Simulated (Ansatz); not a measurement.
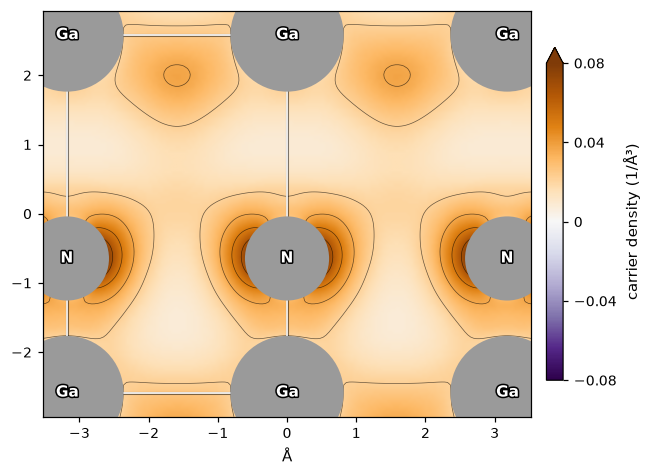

*GaN. Where the hole sits when 0.2 electron is taken from the 4-atom cell of the calculation (uniform compensating background, atoms fixed); the change of density for each carrier, counted positive where the carrier is: a map on the (010) plane of the conventional cell, with grey discs over the atomic cores. Cores are masked to 0.8 Å (Ga) and 0.6 Å (N).*

Space group P6_3mc.

These are results of Ansatz, DFT r2SCAN, scalar-relativistic, plane waves, PAW, not measurements.

In a PAW calculation such maps are meaningful between the atoms, not at the nuclei.

Input file:

```
crystal:
  lattice:
    - [3.18, 0.0, 0.0]
    - [-1.59, 2.753960784, 0.0]
    - [0.0, 0.0, 5.166]
  atoms:
    - { symbol: Ga, position: [0.3333333333, 0.6666666667, 0.0] }
    - { symbol: Ga, position: [0.6666666667, 0.3333333333, 0.5] }
    - { symbol: "N", position: [0.3333333333, 0.6666666667, 0.375] }
    - { symbol: "N", position: [0.6666666667, 0.3333333333, 0.875] }
total_charge: 0.2
basis:
  ecutwfc: 500
  fft_grid_basis: typed
kpoints:
  mp_grid: { grid: [12, 12, 6] }
hamiltonian:
  xc: r2scan
scf:
  occupations: { method: gaussian, width: 0.05 }
output:
  forces: true
  stress: true
  eigenvalues: true
  bader: true
  write_density: true
  volumetric_format: npy
```

Launched as:

```sh
ansatz run input.yaml --threads 2 --pin off --max-ram 4096MiB --backend cpu --events-out ev --progress --plain --runs-dir out
```

The picture shows the conventional cell (a = 3.18 Å, b = 3.18 Å, c = 5.17 Å, α = 90.00°, β = 90.00°, γ = 120.00°).

Where does the doped charge go?

Answer. Summed over atomic cells sized by the Bader volumes, the hole divides as N about 70 % and Ga about 30 %; the most favoured element is N, which fills 60 % of the volume.
- Over the whole cell, outside the cores, it is densest at the edge of the masked core of N.
- The counter-flow of charge adds up to under 0.1 e for each carrier.
- These are shares of the net change, screening included; the states that take the carrier can be more concentrated.

Run times: 35 s (hole) and 35 s (base cell), on 2 threads of Intel(R) Xeon(R) Platinum 8259CL CPU @ 2.50GHz (Skylake/Cascade Lake), with other jobs on the host.
